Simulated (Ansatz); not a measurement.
## Two runs on TiAl3

System: TiAl3 (4 atoms in the cell).
Method of the first run: DFT PBE, scalar-relativistic, plane waves, PAW, no spin polarisation (Ansatz 0.2.0).

The structure derives from a Materials Project entry. Text and figures count atoms from 1; the logs count them from 0 in places.

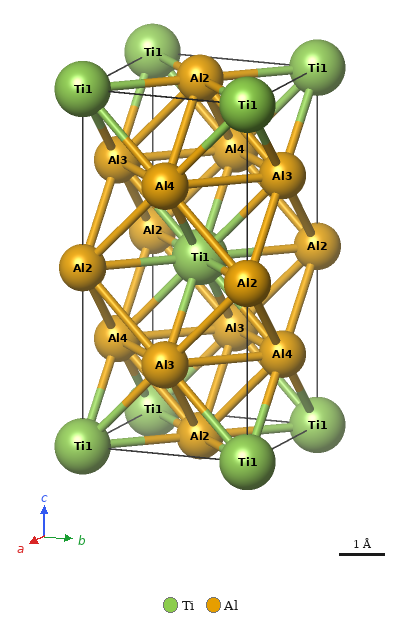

**Figure 1.** The structure (ball-and-stick view of the cell 2 times as large as that of the calculation, set on its symmetry axes, seen slightly off an axis; atoms are numbered from 1 in the order of the input). Near neighbours in the crystal (not all of them lie inside the picture): Ti has 12 Al at 2.86 to 2.89 Å; Al has 8 Al at 2.86 to 2.89 Å and 4 Ti at 2.86 to 2.89 Å.

**Input, the first run**
```yaml
crystal:
  lattice:
    - [-2.0202883011, 2.0202883011, 4.1399632114]
    - [2.0202883011, -2.0202883011, 4.1399632114]
    - [2.0202883011, 2.0202883011, -4.1399632114]
  atoms:
    - { symbol: Ti, position: [0.0, 0.0, 0.0] }
    - { symbol: Al, position: [0.5, 0.5, 0.0] }
    - { symbol: Al, position: [0.75, 0.25, 0.5] }
    - { symbol: Al, position: [0.25, 0.75, 0.5] }
basis:
  ecutwfc: 420
kpoints:
  mp_grid: { grid: [16, 16, 16] }
hamiltonian:
  xc: pbe
scf:
  occupations: { method: gaussian, width: 0.1 }
output:
  forces: true
  stress: true
  eigenvalues: true
```

Hardware: 1 thread of an x86-64 CPU, shared host.

**Output, shortened to warnings, some set-up lines, iterations and results (the first run)**
```
Basis set: ecut = 420 eV, 1345 PW (Γ), exchange–correlation on 72×72×72 points (8 copies of the dense FFT grid, shifted against one another)
Symmetry: 16 space group operations
k-points: 349 of 4096
Initial density: superposition of atomic densities (neutral atoms: chi_scale 0, normalization atom), corrected by the library's trained network
[...]
SCF iter   1: F=—  HF=-4113.527621 eV  |F-HF|=—  |Δ(HF+E_count)|=         —  Δρ=3.31e-3  dr2=7.98e-3  ethr=1.77e-3  ⟨swp⟩=5.5  Hψ=30101  notcnv=0
SCF iter   2: F=—  HF=-4113.526536 eV  |F-HF|=—  |Δ(HF+E_count)|=   1.09e-3  Δρ=1.63e-3  dr2=1.87e-3  ethr=3.80e-5  ⟨swp⟩=1.0  Hψ=8027  notcnv=0
SCF iter   3: F=—  HF=-4113.526345 eV  |F-HF|=—  |Δ(HF+E_count)|=   1.91e-4  Δρ=3.24e-4  dr2=8.10e-5  ethr=8.92e-6  ⟨swp⟩=2.2  Hψ=6245  notcnv=0
SCF iter   4: F=—  HF=-4113.526350 eV  |F-HF|=—  |Δ(HF+E_count)|=   5.05e-6  Δρ=3.78e-5  dr2=1.19e-6  ethr=3.86e-7  ⟨swp⟩=2.5  Hψ=7464  notcnv=0
SCF iter   5: F=-4113.526350 eV  HF=-4113.526350 eV  |F-HF|=3.00e-9  |Δ(HF+E_count)|=   1.47e-7  Δρ=9.14e-6  dr2=4.12e-8  ethr=5.65e-9  ⟨swp⟩=2.4  Hψ=7504  notcnv=0
SCF iter   6: F=-4113.526350 eV  HF=-4113.526350 eV  |F-HF|=7.17e-10  |Δ(HF+E_count)|=   7.20e-9  Δρ=1.51e-6  dr2=1.67e-9  ethr=1.96e-10  ⟨swp⟩=2.3  Hψ=16353  notcnv=0
SCF 1 converged in 6 iterations: F = -4113.526350 eV  dr2 = 1.67e-9
SCF converged after 6 iterations
Free energy (F): -4113.526350 eV
Harris-Foulkes:  -4113.526350 eV  (|F-HF|=7.17e-10)
Internal energy: -4113.514273 eV  (E = F + TS)
E sigma→0 (E₀):  -4113.520312 eV
Entropy (-TS):   -0.012077 eV (-3.019 meV/atom)
Fermi energy:    8.886962 eV
--- Per-component energies (eV) ---
  E_band       = -167.971315
  E_kinetic    = 339.159100
  E_local      = -1217.538810  (includes V_loc(G=0)·N_el)
  E_nonlocal   = 39.488704
  E_hartree    = 530.723567
  E_xc         = -216.153180
  E_vxc        = -208.159895  (∫ρ·V_xc dr)
  E_paw        = -2450.037394  (= ΣΔE_a)
  E_vpaw       = -182.366311  (= ΣTr[D̂ρ^β])
  E_aug_tail   = 0.000115  (compensation charges beyond the density's cutoff)
  E_ewald      = -1139.156373
  E_smearing   = -0.012077  (= −TS)
  E_closure    = 0.000000  (closes the sum)
  Σ components = -4113.526350   (vs F -4113.526350, Δ=0.00e0)
--- Forces (eV/Å), atoms counted from 1 ---
  atom   1  Ti     0.00000000     0.00000000     0.00000000
  atom   2  Al     0.00000000    -0.00000000    -0.00000000
  atom   3  Al     0.00000000    -0.00000000     0.00000000
  atom   4  Al     0.00000000    -0.00000000     0.00000000
  max |Σ_I F_I| component: 6.94e-18 eV/Å
--- Stress (GPa, compression-positive) ---
       -9.444421       0.000000       0.000000
        0.000000      -9.444421       0.000000
       -0.000000      -0.000000       3.191731
  P = ⅓ Tr σ = -5.2324 GPa (-52.324 kbar)
```

For the second run the input was changed thus:
```diff
-    - [-2.0202883011, 2.0202883011, 4.1399632114]
-    - [2.0202883011, -2.0202883011, 4.1399632114]
-    - [2.0202883011, 2.0202883011, -4.1399632114]
+    - [-1.9111067713, 1.9111067713, 4.2806687947]
+    - [1.9111067713, -1.9111067713, 4.2806687947]
+    - [1.9111067713, 1.9111067713, -4.2806687947]
-    - { symbol: Ti, position: [0.0, 0.0, 0.0] }
+    - { symbol: Ti, position: [-0.0338203129, 0.0838732683, 0.0678585843] }
-  mp_grid: { grid: [16, 16, 16] }
+  mp_grid: { grid: [14, 14, 14] }
```

What does this change do to the results?

With the same functional and potentials, the second run lies 125.6 meV per atom higher (other lines of the input change too). The pressure goes from −5.23 to 6.48 GPa. The largest force goes from 0.000 to 4.012 eV/Å. The volume per atom goes from 16.90 to 15.63 Å³. The number of SCF iterations is the same. The irreducible k-points go from 349 to 1376. The plane waves at Γ go from 1345 to 1203.

**Output, shortened to warnings, some set-up lines, iterations and results (the second run)**
```
Basis set: ecut = 420 eV, 1203 PW (Γ), exchange–correlation on 72×72×72 points (8 copies of the dense FFT grid, shifted against one another)
Symmetry: 1 space group operations
k-points: 1376 of 2744 (time reversal used)
Initial density: superposition of atomic densities (neutral atoms: chi_scale 0, normalization atom), corrected by the library's trained network
[...]
SCF iter   1: F=—  HF=-4113.026236 eV  |F-HF|=—  |Δ(HF+E_count)|=         —  Δρ=4.11e-3  dr2=1.65e-2  ethr=1.77e-3  ⟨swp⟩=5.5  Hψ=120307  notcnv=0
SCF iter   2: F=—  HF=-4113.024317 eV  |F-HF|=—  |Δ(HF+E_count)|=   1.92e-3  Δρ=1.91e-3  dr2=3.46e-3  ethr=7.87e-5  ⟨swp⟩=1.0  Hψ=31648  notcnv=0
SCF iter   3: F=—  HF=-4113.023872 eV  |F-HF|=—  |Δ(HF+E_count)|=   4.45e-4  Δρ=3.63e-4  dr2=8.08e-5  ethr=1.65e-5  ⟨swp⟩=2.0  Hψ=23576  notcnv=0
SCF iter   4: F=—  HF=-4113.023873 eV  |F-HF|=—  |Δ(HF+E_count)|=   4.73e-7  Δρ=5.41e-5  dr2=2.16e-6  ethr=3.85e-7  ⟨swp⟩=2.5  Hψ=29376  notcnv=0
SCF iter   5: F=-4113.023873 eV  HF=-4113.023873 eV  |F-HF|=3.40e-8  |Δ(HF+E_count)|=   3.27e-7  Δρ=1.10e-5  dr2=7.77e-8  ethr=1.03e-8  ⟨swp⟩=2.6  Hψ=29238  notcnv=0
SCF iter   6: F=-4113.023873 eV  HF=-4113.023873 eV  |F-HF|=2.83e-9  |Δ(HF+E_count)|=   1.32e-8  Δρ=2.37e-6  dr2=4.18e-9  ethr=3.70e-10  ⟨swp⟩=2.4  Hψ=75639  notcnv=0
SCF 1 converged in 6 iterations: F = -4113.023873 eV  dr2 = 4.18e-9
SCF converged after 6 iterations
Free energy (F): -4113.023873 eV
Harris-Foulkes:  -4113.023873 eV  (|F-HF|=2.83e-9)
Internal energy: -4113.014825 eV  (E = F + TS)
E sigma→0 (E₀):  -4113.019349 eV
Entropy (-TS):   -0.009047 eV (-2.262 meV/atom)
Fermi energy:    9.692296 eV
--- Per-component energies (eV) ---
  E_band       = -149.499278
  E_kinetic    = 346.217879
  E_local      = -1202.498675  (includes V_loc(G=0)·N_el)
  E_nonlocal   = 41.400446
  E_hartree    = 530.470708
  E_xc         = -218.777890
  E_vxc        = -211.573373  (∫ρ·V_xc dr)
  E_paw        = -2451.357703  (= ΣΔE_a)
  E_vpaw       = -183.985474  (= ΣTr[D̂ρ^β])
  E_aug_tail   = 0.000113  (compensation charges beyond the density's cutoff)
  E_ewald      = -1158.469704
  E_smearing   = -0.009047  (= −TS)
  E_closure    = 0.000000  (closes the sum)
  Σ components = -4113.023873   (vs F -4113.023873, Δ=0.00e0)
--- Forces (eV/Å), atoms counted from 1 ---
  atom   1  Ti    -3.76440026     1.21655103     0.66652312
  atom   2  Al     2.36697912    -0.89410182     0.07388717
  atom   3  Al     0.82407589    -0.12666334    -0.62103680
  atom   4  Al     0.57334939    -0.19578507    -0.11937295
  max |Σ_I F_I| component: 4.13e-6 eV/Å
--- Stress (GPa, compression-positive) ---
        6.301785      -2.452848      -0.760123
       -2.452848       8.408565       0.104720
       -0.760123       0.104720       4.744566
  P = ⅓ Tr σ = 6.4850 GPa (64.850 kbar)
```

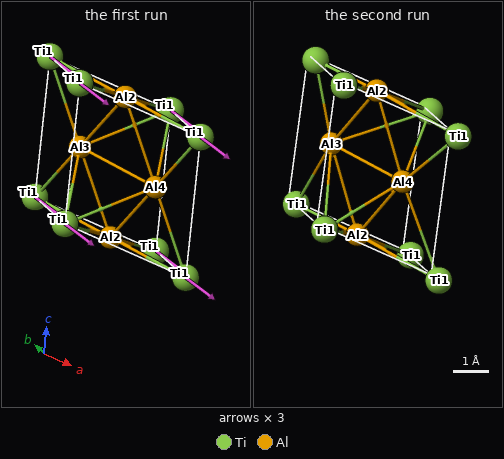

**Figure 2.** The two input geometries at one scale (ball-and-stick view of the reduced cell, seen slightly off an axis). The pink arrows on the first give the shifts of the atoms relative to the cell, magnified 3 times. Ti1 moves most relative to the cell: 0.38 Å. Al stays in place. The volume changes by −7.5 %, with a = b 4.041 → 3.822 Å (−5.4 %), c 5.030 → 5.062 Å (+0.6 %), α 113.7° → 112.2°, β 113.7° → 112.2°. Among the contacts that change: Ti1–Al2 2.857 → 2.393 Å, Ti1–Al3 2.892 → 2.587 Å, Ti1–Al4 2.892 → 3.171 Å, Al3–Al4 2.857 → 2.703 Å.

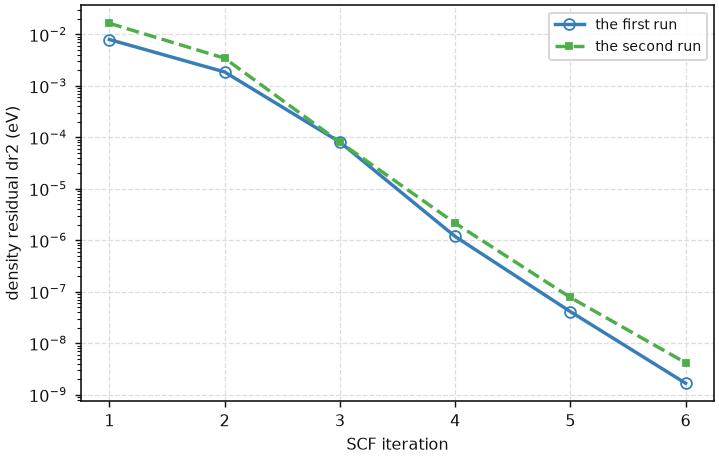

**Figure 3.** Convergence of the two runs: density residual dr2 against the SCF iteration. The first run takes 6 iterations in all, and the second run takes 6.

**The two runs side by side**

| quantity | the first run | the second run |
| --- | --- | --- |
| outcome | converged | converged |
| free energy per atom (eV) | −1028.3816 | −1028.2560 |
| energy per atom, smearing taken to zero (eV) | −1028.3801 | −1028.2548 |
| gap on the mesh (eV) | 0.00 | 0.00 |
| pressure (GPa) | −5.23 | 6.48 |
| volume per atom (Å³) | 16.90 | 15.63 |
| largest force (eV/Å) | 0.000 | 4.012 |
| SCF iterations | 6 | 6 |
| irreducible k-points | 349 | 1376 |
| plane waves at Γ | 1345 | 1203 |
| wall time (shared host) | 12 s | 51 s |

For the second run: The cell is under a pressure of 6.5 GPa at this level, so it is not at its equilibrium volume.
